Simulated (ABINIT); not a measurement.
# CuO: single-point calculation

The run: single-point calculation of CuO (P1, 4 atoms in the cell). Method and program: Kohn-Sham DFT of a periodic cell, PBE, SPMS NC PBE v1.0, no spin polarisation (ABINIT 10.8.3).

The structure was built on a prototype by a generator; it need not be a known phase.

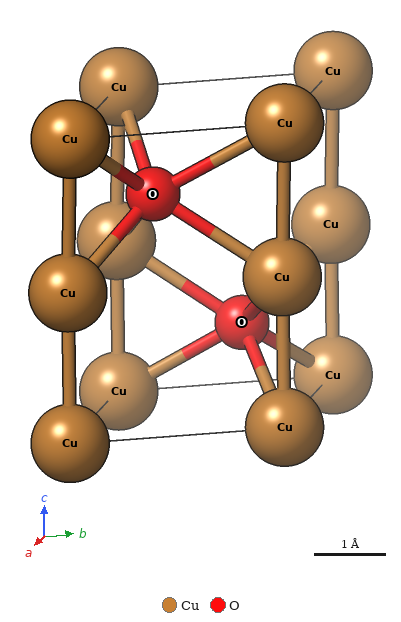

**Figure 1.** The structure as given in the input (ball-and-stick view of the cell of the calculation, seen slightly off an axis). An atom can appear more than once, as a periodic image.

### Input file
```
# Pseudopotentials
pp_dirpath "./"
pseudos "29_Cu_19_1.7_1.9_pbe_n_v1.0.psp8, 08_O_6_1.2_1.4_pbe_n_v1.0.psp8"

# Structure
acell 3.1795331 3.1795331028 4.43149073 Angstrom
rprim
     1.0000000000     0.0000000000     0.0000000000
    -0.4999999996     0.8660254040     0.0000000000
     0.0000000000     0.0000000000     1.0000000000
ntypat 2
znucl 29 8
natom 4
typat 1 1 2 2
xcart
     0.0241056302     0.0373134433     0.0193966349
    -0.0573651362    -0.0139715454     2.1882878484
     0.0077278552     1.8195583562     1.1089185143
     1.5718594196     0.8754877630     3.3052539499 Angstrom
chkprim 0
chksymtnons 0
tolsym 1.0e-6

# Plane-wave basis
ecut 40.0

# k points
kptopt 1
ngkpt 2 2 1
nshiftk 1
shiftk 0.0 0.0 0.0

# Exchange and correlation
ixc 11

# Bands and occupations
nband 30
occopt 4
tsmear 0.00367493

# SCF cycle
nstep 100
tolvrs 1.0e-10

# Output
iomode 3
prtwf 0
prtden 0
prteig 0
prtebands 0
enunit 1
```

Run as:
```bash
mpirun --bind-to none -np 4 abinit run.abi > log 2>&1
```

### Output
```
.Version 10.8.3 of ABINIT
 Symmetries : space group P1 (#  1); Bravais aP (primitive triclinic)
================================================================================
 Values of the parameters that define the memory need of the present run
     intxc =       0    ionmov =       0      iscf =       7    lmnmax =       6
     lnmax =       6     mgfft =      48  mpssoang =       3    mqgrid =    3001
     natom =       4  nloc_mem =       1    nspden =       1   nspinor =       1
    nsppol =       1      nsym =       1    n1xccc =    2501    ntypat =       2
    occopt =       4   xclevel =       2
       mpw =        1579          nfft =       62208          nkpt =           4
================================================================================
================================================================================

--------------------------------------------------------------------------------
------------- Echo of variables that govern the present computation ------------
--------------------------------------------------------------------------------
 -outvars: echo values of preprocessed input variables --------
            acell      6.0084467673E+00  6.0084467725E+00  8.3743038092E+00 Bohr
              amu      6.35460000E+01  1.59994000E+01
          chkprim           0
      chksymtnons           0
             ecut      4.00000000E+01 Hartree
           enunit           1
              ixc          11
         kptrlatt        2    0    0      0    2    0      0    0    1
          kptrlen      8.37430381E+00
            natom           4
            nband          30
            ngfft          36      36      48
             nkpt           4
            nstep         100
             nsym           1
           ntypat           2
           occopt           4
           prtden           0
        prtebands           0
           prteig           0
            prtwf           0
            rprim      1.0000000000E+00  0.0000000000E+00  0.0000000000E+00
                      -4.9999999960E-01  8.6602540400E-01  0.0000000000E+00
                       0.0000000000E+00  0.0000000000E+00  1.0000000000E+00
          spgroup           1
           tolsym      1.00000000E-06
           tolvrs      1.00000000E-10
           tsmear      3.67493000E-03 Hartree
            typat      1  1  2  2
           xangst      2.4105630200E-02  3.7313443300E-02  1.9396634900E-02
                      -5.7365136200E-02 -1.3971545400E-02  2.1882878484E+00
                       7.7278552000E-03  1.8195583562E+00  1.1089185143E+00
                       1.5718594196E+00  8.7548776300E-01  3.3052539499E+00
            xcart      4.5553039170E-02  7.0512188652E-02  3.6654327725E-02
                      -1.0840439659E-01 -2.6402394362E-02  4.1352647181E+00
                       1.4603529869E-02  3.4384669633E+00  2.0955522880E+00
                       2.9703838115E+00  1.6544320987E+00  6.2460247419E+00
             xred      1.4356999998E-02  1.3550999994E-02  4.3769999943E-03
                      -2.0579000008E-02 -5.0740000087E-03  4.9380399999E-01
                       3.3283200004E-01  6.6080300002E-01  2.5023600000E-01
                       6.5334200003E-01  3.1794800002E-01  7.4585600000E-01
            znucl       29.00000    8.00000

================================================================================

 chkinp: Checking input parameters for consistency.

================================================================================
== DATASET  1 ==================================================================

--- !DatasetInfo
iteration_state: {dtset: 1, }
dimensions: {natom: 4, nkpt: 4, mband: 30, nsppol: 1, nspinor: 1, nspden: 1, mpw: 1579, }
cutoff_energies: {ecut:  40.0, pawecutdg:  -1.0, }
electrons: {nelect:   5.00000000E+01, charge:   0.00000000E+00, occopt:   4.00000000E+00, tsmear:   3.67493000E-03, }
meta: {optdriver: 0, ionmov: 0, optcell: 0, iscf: 7, paral_kgb: 0, }
...

 Exchange-correlation functional for the present dataset will be:
  GGA: Perdew-Burke-Ernzerhof functional - ixc=11
  J.P.Perdew, K.Burke, M.Ernzerhof, PRL 77, 3865 (1996)

 Real(R)+Recip(G) space primitive vectors, cartesian coordinates (Bohr,Bohr^-1):
 R(1)=  6.0084468  0.0000000  0.0000000  G(1)=  0.1664324  0.0960898  0.0000000
 R(2)= -3.0042234  5.2034675  0.0000000  G(2)=  0.0000000  0.1921795  0.0000000
 R(3)=  0.0000000  0.0000000  8.3743038  G(3)=  0.0000000  0.0000000  0.1194129
 Unit cell volume ucvol=  2.6182058E+02 bohr^3
 Angles (23,13,12)=  9.00000000E+01  9.00000000E+01  1.20000000E+02 degrees

 getcut: wavevector=  0.0000  0.0000  0.0000  ngfft=  36  36  48
         ecut(hartree)=     40.000   => boxcut(ratio)=   2.01325

--- Pseudopotential description ------------------------------------------------
- pspini: atom type   1  psp file is ./29_Cu_19_1.7_1.9_pbe_n_v1.0.psp8
    8   11    2    4       600   0.00000      pspcod,pspxc,lmax,lloc,mmax,r2well
    5.99000000000000    3.50000000000000    0.00000000000000   rchrg,fchrg,qchrg
     nproj     2     2     2
     extension_switch     1

- pspini: atom type   2  psp file is ./08_O_6_1.2_1.4_pbe_n_v1.0.psp8
    8   11    2    4       600   0.00000      pspcod,pspxc,lmax,lloc,mmax,r2well
    5.99000000000000    4.00000000000000    0.00000000000000   rchrg,fchrg,qchrg
     nproj     2     2     1
     extension_switch     1

   3.97752341E+03                                ecore*ucvol(ha*bohr**3)
--------------------------------------------------------------------------------

================================================================================

--- !BeginCycle
iteration_state: {dtset: 1, }
solver: {iscf: 7, nstep: 100, nline: 4, wfoptalg: 0, }
tolerances: {tolvrs: 1.00E-10, }
...

     iter   Etot(hartree)      deltaE(h)  residm     vres2
 ETOT  1  -395.84852394091    -3.958E+02 3.705E-01 5.411E+03
 ETOT  2  -393.87997347355     1.969E+00 2.957E-02 1.751E+04
 ETOT  3  -397.82818557113    -3.948E+00 5.673E-02 1.003E+03
 ETOT  4  -397.98728611557    -1.591E-01 5.514E-03 3.337E+02
 ETOT  5  -398.04235296307    -5.507E-02 6.647E-03 1.109E+02
 ETOT  6  -398.05517028297    -1.282E-02 3.107E-03 6.842E+01
 ETOT  7  -398.06713245123    -1.196E-02 1.066E-03 6.774E+00
 ETOT  8  -398.06851416735    -1.382E-03 6.437E-04 1.330E+00
 ETOT  9  -398.06876297561    -2.488E-04 2.140E-04 2.399E-01
 ETOT 10  -398.06885028274    -8.731E-05 1.324E-04 4.815E-03
 ETOT 11  -398.06885014849     1.343E-07 4.081E-05 9.958E-03
 ETOT 12  -398.06885337735    -3.229E-06 2.474E-05 5.624E-04
 ETOT 13  -398.06885351067    -1.333E-07 7.326E-06 4.263E-04
 ETOT 14  -398.06885359370    -8.302E-08 4.663E-06 5.976E-05
 ETOT 15  -398.06885360081    -7.118E-09 1.339E-06 1.477E-05
 ETOT 16  -398.06885360207    -1.257E-09 8.963E-07 1.079E-05
 ETOT 17  -398.06885360464    -2.569E-09 2.524E-07 1.879E-07
 ETOT 18  -398.06885360467    -3.303E-11 1.757E-07 1.017E-07
 ETOT 19  -398.06885360474    -7.185E-11 4.900E-08 8.578E-09
 ETOT 20  -398.06885360475    -2.672E-12 3.476E-08 6.459E-09
 ETOT 21  -398.06885360475     1.762E-12 9.674E-09 1.667E-09
 ETOT 22  -398.06885360475    -3.922E-12 6.931E-09 1.787E-10
 ETOT 23  -398.06885360475    -1.137E-13 1.928E-09 3.818E-10
 ETOT 24  -398.06885360475     3.126E-12 1.387E-09 1.588E-11

 At SCF step   24       vres2   =  1.59E-11 < tolvrs=  1.00E-10 =>converged.

 Cartesian components of stress tensor (hartree/bohr^3)
  sigma(1 1)=  4.33120892E-04  sigma(3 2)=  9.43966421E-06
  sigma(2 2)=  3.68648968E-04  sigma(3 1)=  1.55151760E-05
  sigma(3 3)= -1.49107025E-03  sigma(2 1)=  2.48482773E-05

--- !ResultsGS
iteration_state: {dtset: 1, }
comment   : Summary of ground state results
lattice_vectors:
- [  6.0084468,   0.0000000,   0.0000000, ]
- [ -3.0042234,   5.2034675,   0.0000000, ]
- [  0.0000000,   0.0000000,   8.3743038, ]
lattice_lengths: [   6.00845,    6.00845,    8.37430, ]
lattice_angles: [ 90.000,  90.000, 120.000, ] # degrees, (23, 13, 12)
lattice_volume:   2.6182058E+02
convergence: {deltae:  3.126E-12, res2:  1.588E-11, residm:  1.387E-09, diffor: null, }
etotal    :  -3.98068854E+02
entropy   :   0.00000000E+00
fermie    :   2.10022487E-01
cartesian_stress_tensor: # hartree/bohr^3
- [  4.33120892E-04,   2.48482773E-05,   1.55151760E-05, ]
- [  2.48482773E-05,   3.68648968E-04,   9.43966421E-06, ]
- [  1.55151760E-05,   9.43966421E-06,  -1.49107025E-03, ]
pressure_GPa:   6.7600E+00
xred      :
- [  1.4357E-02,   1.3551E-02,   4.3770E-03, Cu]
- [ -2.0579E-02,  -5.0740E-03,   4.9380E-01, Cu]
- [  3.3283E-01,   6.6080E-01,   2.5024E-01,  O]
- [  6.5334E-01,   3.1795E-01,   7.4586E-01,  O]
cartesian_forces: # hartree/bohr
- [  1.00826744E-02,  -1.17108150E-03,  -2.11975091E-02, ]
- [ -6.34718114E-03,  -1.18835900E-02,   2.06886497E-02, ]
- [ -1.12425433E-04,   8.50367203E-03,  -8.57003316E-04, ]
- [ -3.62306787E-03,   4.55099943E-03,   1.36586271E-03, ]
force_length_stats: {min:   5.97526548E-03, max:   2.46885934E-02, mean:   1.56784542E-02, }
...

 Integrated electronic density in atomic spheres:
 ------------------------------------------------
 Atom  Sphere_radius  Integrated_density
    1        2.00000         17.29736741
    2        2.00000         17.29063275
    3        2.00000          6.10933522
    4        2.00000          6.09003285
================================================================================

 ----iterations are completed or convergence reached----

 Mean square residual over all n,k,spin=   12.211E-12; max=  13.865E-10
 reduced coordinates (array xred) for    4 atoms
       0.014356999998      0.013550999994      0.004376999994
      -0.020579000008     -0.005074000009      0.493803999992
       0.332832000037      0.660803000020      0.250235999997
       0.653342000028      0.317948000019      0.745855999997
 rms dE/dt=  7.8339E-02; max dE/dt=  1.7746E-01; dE/dt below (all hartree)
    1      -0.060592144356      0.036396104321      0.177459817403
    2       0.038125768326      0.042779338063     -0.173307602271
    3       0.000664570547     -0.044574519143      0.007122242105
    4       0.021758078755     -0.034553669648     -0.011492713352

 cartesian coordinates (angstrom) at end:
    1      0.02410563020000     0.03731344330000     0.01939663490000
    2     -0.05736513620000    -0.01397154540000     2.18828784840000
    3      0.00772785520000     1.81955835620000     1.10891851430000
    4      1.57185941960000     0.87548776300000     3.30525394990000

 cartesian forces (hartree/bohr) at end:
    1      0.01008267444499    -0.00117108150143    -0.02119750912751
    2     -0.00634718114104    -0.01188358996233     0.02068864973013
    3     -0.00011242543292     0.00850367203336    -0.00085700331597
    4     -0.00362306787103     0.00455099943040     0.00136586271335
 frms,max,avg= 1.0290190E-02 2.1197509E-02   1.819E-06 -1.220E-06  6.516E-06 h/b

 cartesian forces (eV/Angstrom) at end:
    1      0.51847196600374    -0.06021943202762    -1.09001974542381
    2     -0.32638517714038    -0.61107876531838     1.06385314313804
    3     -0.00578114820162     0.43727639739269    -0.04406888237103
    4     -0.18630564066173     0.23402179995331     0.07023548465680
 frms,max,avg= 5.2914285E-01 1.0900197E+00   9.356E-05 -6.273E-05  3.350E-04 e/A
 length scales=  6.008446767259  6.008446772550  8.374303809199 bohr
              =  3.179533100000  3.179533102800  4.431490730000 angstroms
 Fermi (or HOMO) energy (eV) =   5.71500   Average Vxc (eV)= -12.64899
 Eigenvalues (   eV  ) for nkpt=   4  k points:
 kpt#   1, nband= 30, wtk=  0.25000, kpt=  0.0000  0.0000  0.0000 (reduced coord)
-107.04322 -106.97807  -64.61935  -64.48128  -64.43348  -64.41613  -64.38286  -64.31581
 -13.99675  -12.39111   -1.29344   -0.25854   -0.13924    0.91348    2.20360    2.26210
   2.62734    2.76179    2.95743    2.98878    3.78380    3.81644    3.91533    5.15840
   5.79511    5.83060    6.56317   10.18053   16.58505   17.18512
 prteigrs : prtvol=0 or 1, do not print more k-points.

--- !EnergyTerms
iteration_state     : {dtset: 1, }
comment             : Components of total free energy in Hartree
kinetic             :  1.79461888279753E+02
hartree             :  1.23570921531816E+02
xc                  : -5.16549064608815E+01
Ewald energy        : -2.49959509994943E+02
psp_core            :  1.51917905308738E+01
local_psp           : -2.99227663520453E+02
non_local_psp       : -1.15450448029930E+02
internal            : -3.98067927663766E+02
'-kT*entropy'       : -9.25940980726985E-04
total_energy        : -3.98068853604747E+02
total_energy_eV     : -1.08320053279336E+04
band_energy         : -4.35639397270287E+01
...

 Cartesian components of stress tensor (hartree/bohr^3)
  sigma(1 1)=  4.33120892E-04  sigma(3 2)=  9.43966421E-06
  sigma(2 2)=  3.68648968E-04  sigma(3 1)=  1.55151760E-05
  sigma(3 3)= -1.49107025E-03  sigma(2 1)=  2.48482773E-05

-Cartesian components of stress tensor (GPa)         [Pressure=  6.7600E+00 GPa]
- sigma(1 1)=  1.27428566E+01  sigma(3 2)=  2.77724509E-01
- sigma(2 2)=  1.08460271E+01  sigma(3 1)=  4.56472237E-01
- sigma(3 3)= -4.38688014E+01  sigma(2 1)=  7.31061559E-01

== END DATASET(S) ==============================================================
================================================================================

 -outvars: echo values of variables after computation  --------
            acell      6.0084467673E+00  6.0084467725E+00  8.3743038092E+00 Bohr
           etotal     -3.9806885360E+02
            fcart      1.0082674445E-02 -1.1710815014E-03 -2.1197509128E-02
                      -6.3471811410E-03 -1.1883589962E-02  2.0688649730E-02
                      -1.1242543292E-04  8.5036720334E-03 -8.5700331597E-04
                      -3.6230678710E-03  4.5509994304E-03  1.3658627133E-03
            rprim      1.0000000000E+00  0.0000000000E+00  0.0000000000E+00
                      -4.9999999960E-01  8.6602540400E-01  0.0000000000E+00
                       0.0000000000E+00  0.0000000000E+00  1.0000000000E+00
           strten      4.3312089214E-04  3.6864896847E-04 -1.4910702541E-03
                       9.4396642063E-06  1.5515175987E-05  2.4848277330E-05
           xangst      2.4105630200E-02  3.7313443300E-02  1.9396634900E-02
                      -5.7365136200E-02 -1.3971545400E-02  2.1882878484E+00
                       7.7278552000E-03  1.8195583562E+00  1.1089185143E+00
                       1.5718594196E+00  8.7548776300E-01  3.3052539499E+00
             xred      1.4356999998E-02  1.3550999994E-02  4.3769999943E-03
                      -2.0579000008E-02 -5.0740000087E-03  4.9380399999E-01
                       3.3283200004E-01  6.6080300002E-01  2.5023600000E-01
                       6.5334200003E-01  3.1794800002E-01  7.4585600000E-01
 Calculation completed.
```

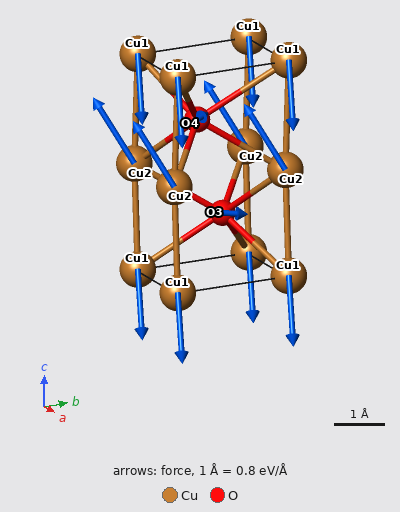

**Figure 2.** Forces on the atoms as blue arrows (ball-and-stick view of the cell of the calculation, seen slightly off an axis; atoms are numbered from 1 in the order of the input). The largest act on Cu2 (1.27 eV/Å); Cu1 (1.21 eV/Å); O3 (0.44 eV/Å). 

### Summary

| quantity | value |
| --- | --- |
| outcome | converged |
| space group (tolerance 0.01 Å) | P1 (1) |
| electrons treated | 50 |
| free energy | −10832.0053 eV |
| Fermi energy | 5.715 eV |
| gap on the k-point mesh | none (metallic) |
| pressure | 6.76 GPa |
| largest force (length of the vector) | 1.270 eV/Å |
| hardware | 4 threads of Arm Neoverse V2, 24 GiB of memory available, shared host |
| wall time | 5 s (CPU time 20 s) |
| peak memory | 0.28 GiB |

### Remarks

The run has no spin polarisation, so a magnetic state may lie lower. The k-point mesh is coarse for a cell of this size, so the results may not be converged.
